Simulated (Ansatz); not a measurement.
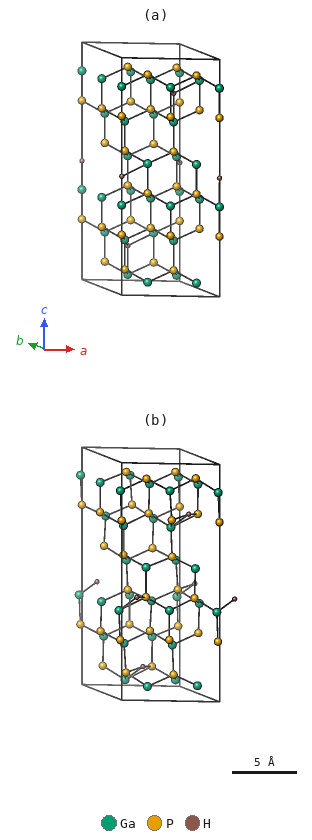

The structure of a defect cell of composition Ga8P8H before (top) and after (bottom) a relaxation, at one scale.

Style: ball-and-stick. Shown: the larger cell on standard axes (3 times the calculation's cell) (origin shifted), slightly off an axis.

Case: H interstitial, charge +0, atoms relaxed.

Level of theory: DFT PBE, scalar-relativistic, plane waves, PAW in Ansatz 0.2.0.

Input file:
```yaml
crystal:
  lattice:
    - [0.0, 5.5051169748, -5.5051169748]
    - [5.5051169748, 5.5051169748, 0.0]
    - [5.5051169748, 0.0, -5.5051169748]
  atoms:
    - { symbol: Ga, position: [0.5, 0.5, 0.0] }
    - { symbol: Ga, position: [0.5, 0.0, 0.0] }
    - { symbol: Ga, position: [1.0, 0.5, 0.0] }
    - { symbol: Ga, position: [1.0, 0.0, 0.0] }
    - { symbol: Ga, position: [0.5, 0.5, 0.5] }
    - { symbol: Ga, position: [0.5, 0.0, 0.5] }
    - { symbol: Ga, position: [1.0, 0.5, 0.5] }
    - { symbol: Ga, position: [1.0, 0.0, 0.5] }
    - { symbol: P, position: [0.375, 0.375, 0.375] }
    - { symbol: P, position: [0.375, 0.875, 0.375] }
    - { symbol: P, position: [0.875, 0.375, 0.375] }
    - { symbol: P, position: [0.875, 0.875, 0.375] }
    - { symbol: P, position: [0.375, 0.375, 0.875] }
    - { symbol: P, position: [0.375, 0.875, 0.875] }
    - { symbol: P, position: [0.875, 0.375, 0.875] }
    - { symbol: P, position: [0.875, 0.875, 0.875] }
    - { symbol: H, position: [0.6368144425, 0.1218874721, 0.6213901368], spin: 1.0 }
basis:
  ecutwfc: 420
  xc_grid: 2
kpoints:
  mp_grid: { grid: [2, 2, 2], shift: [0.0, 0.0, 0.0] }
hamiltonian:
  xc: pbe
scf:
  occupations: { method: gaussian, width: 0.02 }
output:
  forces: true
  stress: false
  eigenvalues: true
  populations: true
  write_density: true
  write_potential: true
  elf: true
  volumetric_format: npy
magnetization:
  spin_polarized: true
relax:
  adjacent_minimum: "off"
  f_tol: 0.02
  max_steps: 60
```

Run as
```bash
ansatz run input.yaml --threads 4 --pin off --max-ram 10240MiB --backend cpu --events-out ev --progress --plain --runs-dir out
```

### What changed between the two?

After 29 accepted moves (30 points after the start) the energy has fallen by 0.452 eV per cell of the calculation. The largest force component goes from 0.15 to 0.0014 eV/Å. The line search rejected the trial step at point 9 of the run. The forces were under the threshold at step 2, but the run went on from there. The largest move is that of H17, 1.86 Å along [2 −2 −1]. By element the largest moves are H 1.86 Å, Ga 0.27 Å, P 0.23 Å. The cell doesn't change. Near-neighbour distances that change, for instance: P16–H17 2.708 → 1.810 Å, P11–H17 2.705 → 1.816 Å, Ga5–H17 2.405 → 2.856 Å, Ga2–H17 2.408 → 2.853 Å. Bond angles that change, for instance: P11–Ga8–P16 109.5° → 92.7°, P11–Ga3–P16 109.5° → 120.1°, P13–Ga3–P15 109.5° → 101.7°. The program noted that the starting moments weren't kept. The run may lie on a higher electronic state than the lowest, so the end point isn't shown to be the ground-state structure. Cost: 8.5 min on 4 threads of Arm Neoverse V1 (shared host), peak memory 1.8 GiB.

Limits of the set-up: the k-point mesh is coarse for a cell with partly filled bands; the periodic images lie only 7.8 Å apart, so the values are limited by the cell's size.
